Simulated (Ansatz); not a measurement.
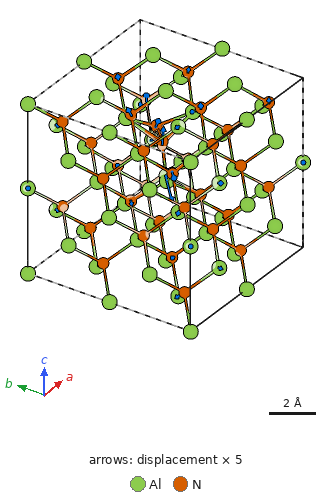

This is a relaxation of a defect cell of composition Al$_{32}$N$_{33}$ (cell charge −2). The starting structure is drawn faded, the final one solid; blue arrows show the displacements, magnified 5 times.

The picture is a ball-and-stick view of the cell of the calculation (origin shifted), seen from a free direction.

These are results of Ansatz 0.2.0, DFT, PBEsol, PAW, plane waves, not measurements. Settings: plane-wave cutoff 420 eV; k-point mesh 1 × 1 × 1; mesh shifted by (0.25, 0.25, 0.25); collinear spin; atoms relaxed in a fixed cell; force threshold 0.03 eV/Å; at most 80 steps.

Question: Atoms of which element are displaced furthest, and by how much?

Answer: Aluminium: up to 0.30 Å, against 0.19 Å for nitrogen.

Question: What happened in the run?

Answer: The energy falls by 11.055 eV per cell of the calculation in 4 geometry steps. Largest force component: 26 eV/Å at the start, 0.029 eV/Å at the end. An Al atom moves most: 0.30 Å along [−3 −3 −2]. Largest moves by element: Al 0.30 Å, N 0.19 Å. The cell doesn't change. Some distances before and after: Al–N 1.337 → 1.774 Å, Al–N 1.353 → 1.764 Å, Al–N 2.064 → 1.909 Å, N–N 1.594 → 1.480 Å. Among the angles between lasting bonds that change: N–Al–N 119.1° → 110.2°, N–Al–N 108.7° → 116.7°, Al–N–Al 108.8° → 101.4°.

Limits of the set-up: the cell is charged, on a uniform background, and energies carry no finite-size correction.
